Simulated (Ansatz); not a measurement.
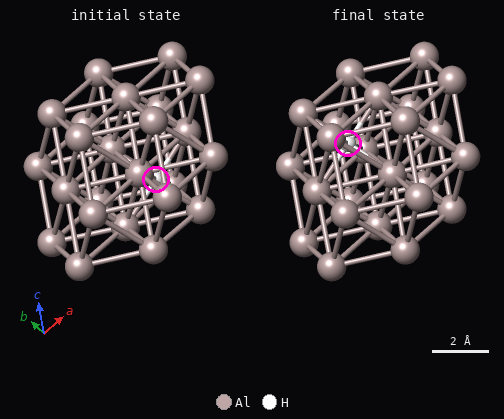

The two relaxed end points of a path for a defect cell of composition Al₂₇H (28 atoms in the cell). The picture is a ball-and-stick view of the atoms within 4.4 Å of the middle of the path, seen slightly off an axis. The moving atom is ringed, with any periodic copies. Bonds to atoms that aren't drawn are left out.

Level of theory: Ansatz, DFT PBE, scalar-relativistic, plane waves, PAW.

Settings: plane-wave cutoff 420 eV; k-point mesh 3 × 3 × 3; Gaussian smearing 0.1 eV; 5 movable images; climbing image.

Start:
```
CELL_PARAMETERS angstrom
6.06243 0.00000 -6.06243
0.00000 6.06243 -6.06243
6.06243 6.06243 0.00000
ATOMIC_POSITIONS crystal
Al 0.66723 0.66724 0.99831
Al 0.66722 0.66723 0.33386
Al 0.66413 0.66412 0.66921
Al 0.66751 0.33333 0.00001
Al 0.66724 0.33165 0.33389
Al 0.66751 0.33335 0.66581
Al 0.66752 0.99917 0.00000
Al 0.66412 0.00253 0.33080
Al 0.66409 0.00257 0.66925
Al 0.33333 0.66753 0.99999
Al 0.33169 0.66723 0.33386
Al 0.33334 0.66753 0.66581
Al 0.33333 0.33333 0.00000
Al 0.33335 0.33333 0.33417
Al 0.33334 0.33335 0.66581
Al 0.33330 0.99917 0.00001
Al 0.33332 0.99916 0.33418
Al 0.33497 0.99948 0.66610
Al 0.99916 0.66753 0.99999
Al 0.00258 0.66408 0.33076
Al 0.00256 0.66409 0.66924
Al 0.99916 0.33331 0.00002
Al 0.99915 0.33332 0.33417
Al 0.99944 0.33504 0.66609
Al 0.99944 0.99946 0.00167
Al 0.00249 0.00249 0.33085
Al 0.99945 0.99947 0.66610
H 0.83320 0.83326 0.50010
```

End:
```xyz
28
Lattice="6.0624 0.0000 -6.0624 0.0000 6.0624 -6.0624 6.0624 6.0624 0.0000" Properties=species:S:1:pos:R:3 pbc="T T T"
Al    4.0729    4.0416   -8.0833
Al    6.0573    6.0676   -8.0831
Al    8.0832    8.0521   -8.0833
Al   10.0974    8.0900   -6.0690
Al    6.0573    4.0417   -6.0573
Al    8.0833    6.0676   -6.0572
Al   10.0975   12.1183  -10.0973
Al    6.0693    8.0901  -10.0971
Al    8.0832    4.0415   -4.0724
Al    2.0208    4.0416   -6.0322
Al    4.0348    6.0556   -6.0692
Al    6.0691    8.0900   -6.0690
Al    8.0833    8.0782   -4.0468
Al    4.0466    4.0417   -4.0469
Al    6.0690    6.0559   -4.0348
Al    2.0208    0.0308   -2.0209
Al    4.0467    8.0781   -8.0831
Al    6.0311    4.0416   -2.0209
Al    6.0574   10.1042   -4.0469
Al    2.0208    6.0674   -4.0469
Al   10.0973    8.0901  -10.0972
Al   12.1198    8.0781   -8.0831
Al    8.0832    4.0416   -8.0832
Al   10.1092    6.0676   -8.0831
Al    6.0693   12.1181   -6.0691
Al    2.0208    8.0781   -6.0574
Al   10.1092   10.1041  -12.1196
H     8.0834   10.1043   -8.0845
```

Predict the minimum-energy path and its barrier.

The two ends have the same energy, and the highest point, image 3, lies 0.269 eV above the start. The H atom travels furthest, 2.86 Å from end to end, along [−1 0 1], on a straight line. At the highest image its nearest neighbour (Al) is 1.68 Å away, against 2.05 Å at the start, and the surrounding atoms stand up to 0.23 Å off the mean of their end positions. The band converged in 4 iterations. The largest component of the band force went from 2.5 to 0.031 eV/Å. The climbing image converged on the top of the path. Its curvatures weren't checked.

Energies of the converged images:

| image | path (Å) | E (eV) |
| --- | --- | --- |
| 0 | 0.00 | 0.000 |
| 1 | 0.49 | 0.043 |
| 2 | 0.98 | 0.171 |
| 3 | 1.47 | 0.269 |
| 4 | 1.96 | 0.171 |
| 5 | 2.45 | 0.043 |
| 6 | 2.94 | 0.000 |

The geometry at the top of the path:

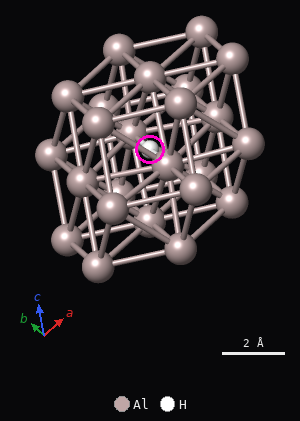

The run took 3.7 min on 4 threads of AMD EPYC 7R13 Processor (Zen 3), on a shared host, peak memory 2.5 GiB.
